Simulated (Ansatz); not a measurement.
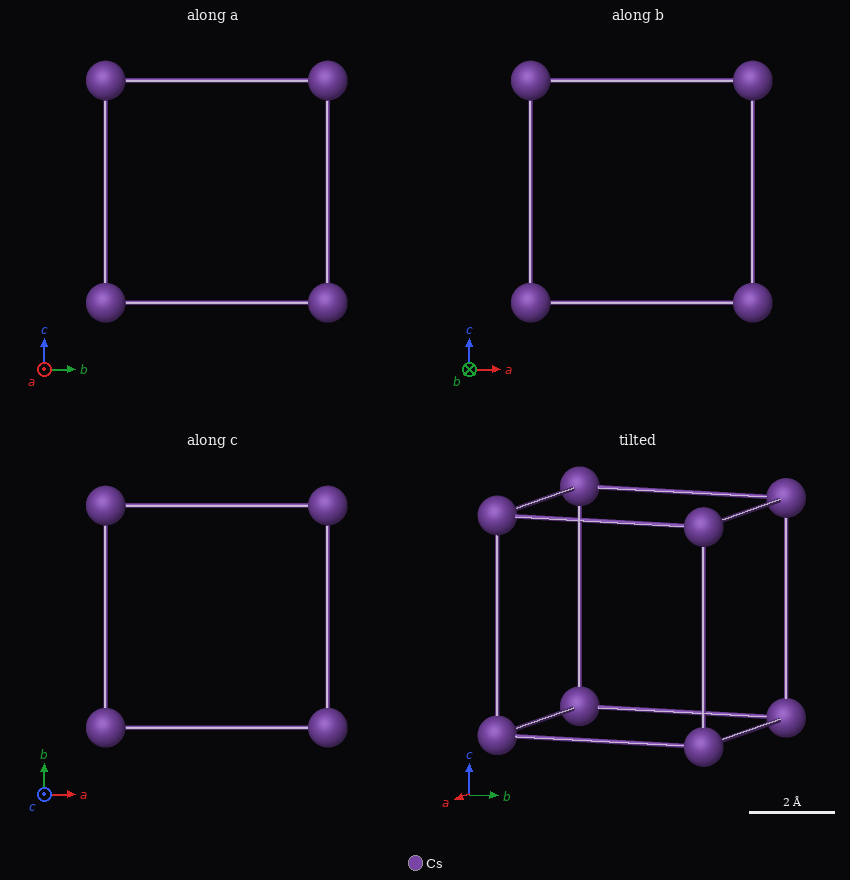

A ball-and-stick picture of a crystal structure, seen along the a axis, along the b axis, along the c axis and slightly off an axis. The parallelepiped is the conventional unit cell.

Lattice parameters: a = 5.229 Å, b = 5.229 Å, c = 5.229 Å, α = 90.00°, β = 90.00°, γ = 90.00°. Put a along x and b in the xy plane.

Question: Write down what is shown as a POSCAR file.

Answer:
```
Cs
1.0
     5.229    0.000    0.000
     0.000    5.229    0.000
     0.000    0.000    5.229
Cs
1
Direct
  0.0000 0.0000 0.0000
```

Origin of the cell: a structure type filled with this element by a generator (whether the element takes this form wasn't checked). Earlier steps of the study may have refined or changed the cell and positions. It was run through Ansatz as a DFT input.
